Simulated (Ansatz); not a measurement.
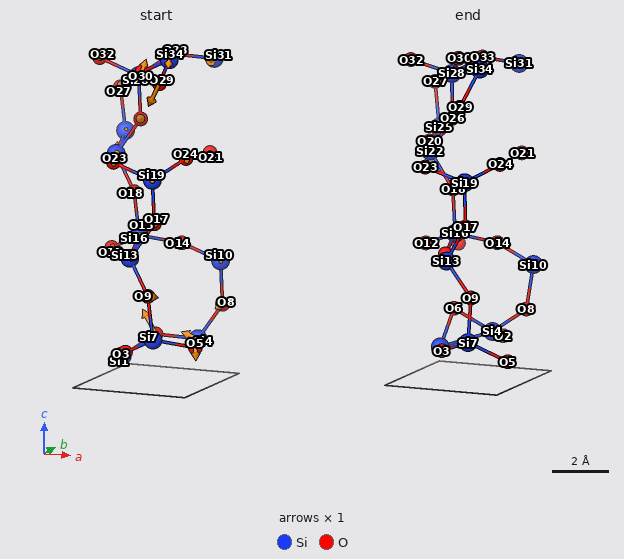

The structure of a slab of composition Si₆O₁₁ (cut from the P3_121 phase) before (left) and after (right) a relaxation, at one scale. The orange arrows give the displacements, at their true length.

The picture is a ball-and-stick view of the cell of the calculation, outlined in the plane, without the vacuum (origin shifted), seen slightly off an axis.

Case: (1 0 1) slab, atoms relaxed. The slab is the (1 0 1) face of SiO2.

Method: DFT r2SCAN, scalar-relativistic, plane waves, PAW in Ansatz 0.2.0.

Input file:
```yaml
crystal:
  lattice:
    - [4.9249681852, 0.0, 0.0]
    - [-2.4624840926, 6.8949589997, 0.0]
    - [0.0, 0.0, 25.9651782587]
  atoms:
    - { symbol: Si, position: [0.8362013055, 0.203055895, 0.2888483925] }
    - { symbol: O, position: [0.2292002907, 0.7766061633, 0.2973763015] }
    - { symbol: O, position: [0.9510463353, 0.025498017, 0.3014547241] }
    - { symbol: Si, position: [0.3248708401, 0.5884351122, 0.3064029215] }
    - { symbol: O, position: [0.5139834305, 0.1513722073, 0.3113511189] }
    - { symbol: O, position: [0.0410292395, 0.400264061, 0.3154295415] }
    - { symbol: Si, position: [0.2215805226, 0.9738143293, 0.3239574505] }
    - { symbol: O, position: [0.5298280164, 0.6180451045, 0.3563251509] }
    - { symbol: O, position: [0.1915443582, 0.9414777881, 0.3855454111] }
    - { symbol: Si, position: [0.5275276396, 0.5857085633, 0.4179131115] }
    - { symbol: O, position: [0.9205266248, 0.1592588316, 0.4264410205] }
    - { symbol: O, position: [0.6423726694, 0.4081506852, 0.4305194431] }
    - { symbol: Si, position: [0.0161971742, 0.9710877804, 0.4354676405] }
    - { symbol: O, position: [0.2053097646, 0.5340248756, 0.4404158379] }
    - { symbol: O, position: [0.7323555736, 0.7829167292, 0.4444942605] }
    - { symbol: Si, position: [0.9129068568, 0.3564669975, 0.4530221695] }
    - { symbol: O, position: [0.2211543505, 0.0006977727, 0.4853898699] }
    - { symbol: O, position: [0.8828706923, 0.3241304563, 0.5146101301] }
    - { symbol: Si, position: [0.2188539738, 0.9683612315, 0.5469778305] }
    - { symbol: O, position: [0.6118529589, 0.5419114998, 0.5555057395] }
    - { symbol: O, position: [0.3336990036, 0.7908033535, 0.5595841621] }
    - { symbol: Si, position: [0.7075235083, 0.3537404487, 0.5645323595] }
    - { symbol: O, position: [0.8966360987, 0.9166775438, 0.5694805569] }
    - { symbol: O, position: [0.4236819077, 0.1655693975, 0.5735589795] }
    - { symbol: Si, position: [0.6042331909, 0.7391196658, 0.5820868885] }
    - { symbol: O, position: [0.9124806847, 0.383350441, 0.6144545889] }
    - { symbol: O, position: [0.5741970265, 0.7067831246, 0.6436748491] }
    - { symbol: Si, position: [0.9101803079, 0.3510138998, 0.6760425495] }
    - { symbol: O, position: [0.303179293, 0.9245641681, 0.6845704585] }
    - { symbol: O, position: [0.0250253377, 0.1734560217, 0.6886488811] }
    - { symbol: Si, position: [0.3988498424, 0.7363931169, 0.6935970785] }
    - { symbol: O, position: [0.5879624328, 0.2993302121, 0.6985452759] }
    - { symbol: O, position: [0.1150082419, 0.5482220657, 0.7026236985] }
    - { symbol: Si, position: [0.295559525, 0.121772334, 0.7111516075] }
basis:
  ecutwfc: 500
kpoints:
  mp_grid: { grid: [6, 4, 1] }
hamiltonian:
  xc: r2scan
scf:
  occupations: { method: gaussian, width: 0.05 }
output:
  forces: true
  eigenvalues: true
relax:
  adjacent_minimum: "off"
  f_tol: 0.02
  max_steps: 60
efield:
  axis: 3
  dipole_correction: true
  ramp_width: 0.04
```

Launched with:
```bash
ansatz run input.yaml --threads 4 --pin off --max-ram 10240MiB --backend cpu --events-out ev --progress --plain --runs-dir out
```

### Describe what moved and what it gained.

The largest moves relative to the layer's centre, 1.06 Å, are those of O6 and O29. O6 goes at 32° to the normal (+c side). Largest moves by element: O 1.06 Å, Si 0.68 Å. The cell stays as it was. Some distances before and after: Si1–Si4 3.065 → 2.286 Å, O29–Si31 1.616 → 1.667 Å, O29–Si34 1.612 → 1.659 Å, O8–Si10 1.616 → 1.645 Å. Among the angles between lasting bonds that change: Si1–O6–Si4 143.4° → 86.8°, Si22–O20–Si25 143.4° → 165.1°, Si13–O11–Si16 143.4° → 157.0°. The energy falls by 3.029 eV per cell of the calculation in 15 geometry steps. Largest force component: 0.89 eV/Å at the start, 0.019 eV/Å at the end.
